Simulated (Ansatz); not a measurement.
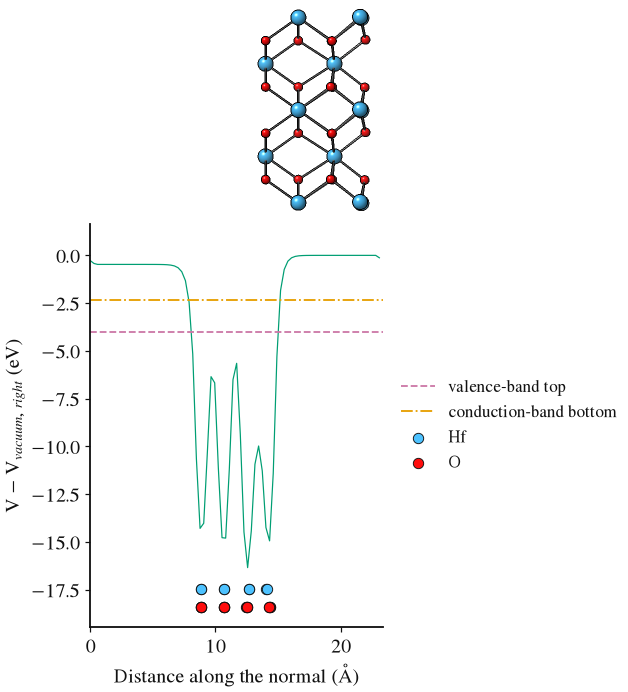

Plane-averaged electrostatic potential energy of an electron across the slab; circles at the bottom mark the heights of the atoms. The structure is drawn too.

Structure: a (110) slab cut from HfO₂ (Fm-3m), ended by HfO₂ planes, 24 atoms in the cell, the slab at its places in the relaxed adsorbed structure.

Method: DFT PBE+D3(BJ), scalar-relativistic, plane waves, PAW, no spin polarisation, 2×3×1 k mesh, 420 eV cutoff (Ansatz 0.2.0).

Question: What are the ionisation potential and the electron affinity of the slab?

Answer: From the vacuum level at the right face the ionisation potential is 3.98 eV and the electron affinity 2.31 eV; at the left face they are 3.51 and 1.84 eV. The slab's gap, their difference before rounding, is 1.67 eV.

Question: Do the two faces differ, and what does that say about the slab's dipole?

Answer: The vacuum level is 0.47 eV higher at the right than at the left, so the slab carries a dipole along its normal; the ramp in the vacuum, at or near the edge of the plot, is the dipole correction that keeps each side flat.

Question: How thick are slab and vacuum?

Answer: The outermost atoms are 5.5 Å apart, which leaves 17.9 Å of vacuum in a cell 23.4 Å high.

The atoms aren't at rest in this cell (largest force 4.5 eV/Å), so the relaxed material can differ. Spin-orbit coupling is left out, which matters for Hf.
